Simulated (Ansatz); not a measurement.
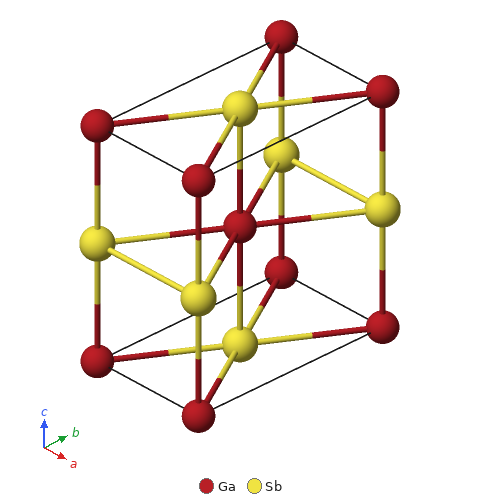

GaSb, space group Immm (No. 71), a = 3.112 Å, b = 5.350 Å, c = 5.787 Å, α = 90.00°, β = 90.00°, γ = 90.00°

| site | Wyckoff | x | y | z |
| --- | --- | --- | --- | --- |
| Ga | 2a | 0.0000 | 0.0000 | 0.0000 |
| Sb | 2c | 0.0000 | 0.0000 | 0.5000 |

Geometry: the structure of a calculation's input, shown in its standard cell.

How is the cell volume shared among the sites in a plain Voronoi partition?

Answer.
```csv
site,faces above 1 % of the sphere,volume (Å³),solid angle by neighbour (%)
Ga,8,24.08,Sb 78 Ga 22
Sb,8,24.08,Ga 78 Sb 22
```

Weighted by multiplicity the volumes add up to the cell volume, 96.3 Å³.

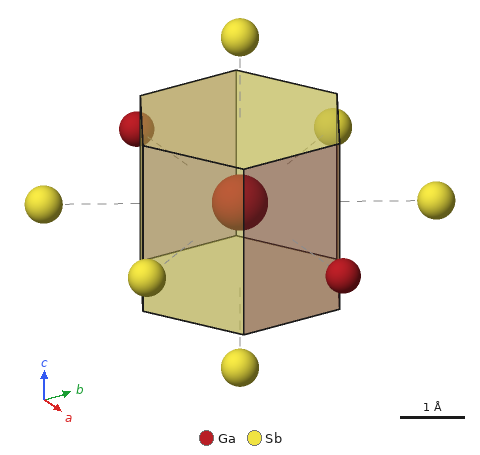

The computed Voronoi cell of Ga, with the neighbours that bound it.
